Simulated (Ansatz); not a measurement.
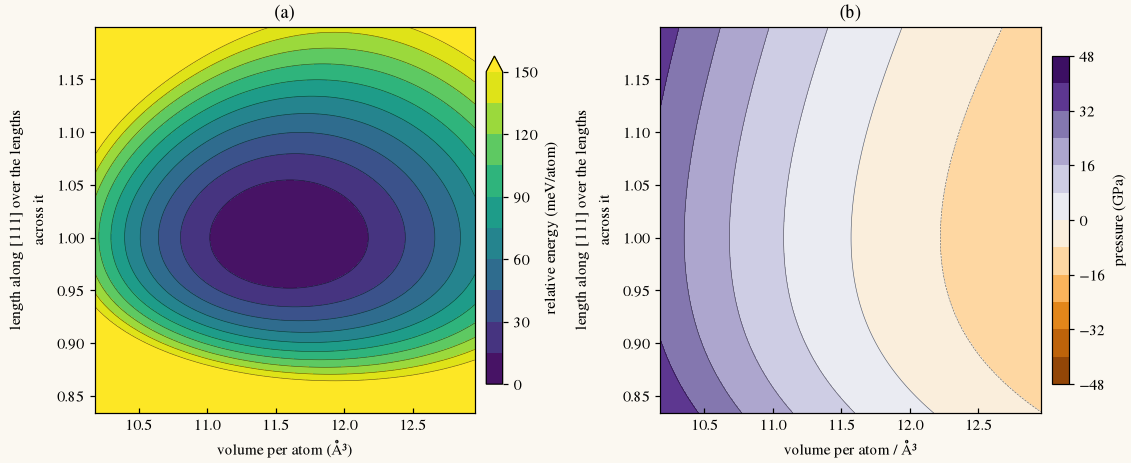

AlCu3 (Fm-3m, No. 225; 4 atoms in the cell). The energy is mapped over volume and the cell's shape. Coordinates scanned: (1) volume per atom; (2) length along [111] over the lengths across it, relative to the cubic cell. Nothing is relaxed (fractional coordinates fixed). Grid: 7 × 7 points. Points are written as (first, second). Energies: meV/atom, counted from the lowest grid point. Level of theory: Ansatz 0.2.0, DFT LDA, scalar-relativistic, plane waves, PAW. Settings: cutoff 520 eV, k-mesh 14×14×14, gaussian smearing 0.15 eV, no spin polarisation.

Panel (a) is the energy; panel (b) is the computed pressure, in GPa.

Drawn: filled contours, one colour for all values above the top of the scale. Between grid points the surface is interpolated.

How does the pressure vary over the map, and what is it at the lowest grid point?

Answer. It runs from −14.4 GPa at (12.96 Å³, 1.000) to 40.1 GPa at (10.18 Å³, 0.834). At the lowest grid point, (11.57 Å³, 1.000), it is 0.1 GPa. The pressure is minus the slope of the energy with volume, so it vanishes at the true minimum, which need not be a grid point.

```tsv
second ↓, first →	10.18	10.64	11.10	11.57	12.03	12.49	12.96
1.200	36.0	23.4	13.4	5.3	−1.1	−6.2	−10.4
1.129	32.3	20.1	10.4	2.6	−3.6	−8.5	−12.4
1.062	29.7	17.8	8.3	0.7	−5.3	−10.1	−13.9
1.000	28.8	16.9	7.5	0.1	−5.9	−10.6	−14.4
0.941	29.9	17.9	8.4	0.9	−5.2	−10.0	−13.8
0.886	33.5	21.2	11.4	3.6	−2.7	−7.7	−11.7
0.834	40.1	27.2	16.8	8.5	1.8	−3.6	−7.9
```

PAW datasets: the set soft_1.
